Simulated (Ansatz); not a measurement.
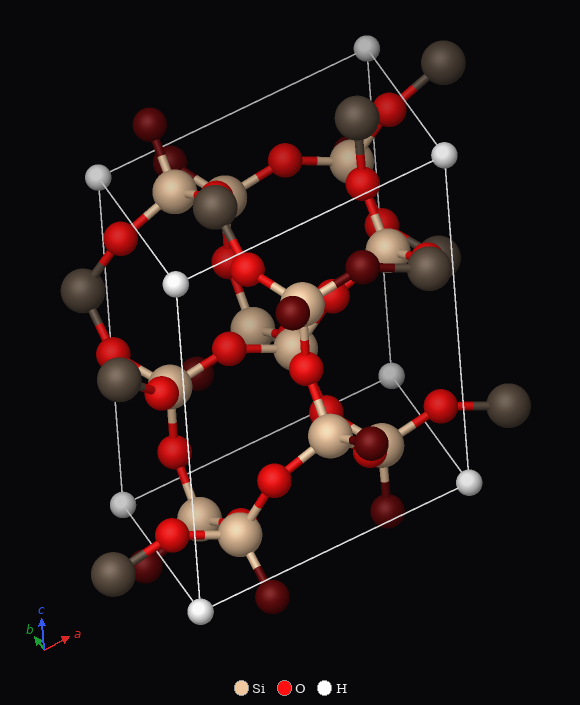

The crystal in a ball-and-stick representation, seen slightly off an axis. Lines trace the edges of the simulation cell. Bonds that leave the box are completed with the atoms at their other ends, in fainter colours. Cell: a = 7.454 Å, b = 7.454 Å, c = 7.454 Å, α = 71.36°, β = 71.36°, γ = 71.36°.

Notes on the structure:

Formula: Si9HO18. Symmetry: P1 (translations only). It has 28 atoms to the cell (9 Si, 1 H, 18 O). The neighbours of Si are four O in a tetrahedral arrangement at about 1.6 Å. Around each O lie two Si in a bent arrangement at about 1.6 Å. The bonds build a three-dimensional framework; H atoms get no bond from the drawing's distance rule.

It goes back to a structure listed in the Materials Project, repeated into a supercell with a point defect put in. The atoms were relaxed in a fixed cell with DFT PBE, scalar-relativistic, plane waves, PAW (Ansatz).
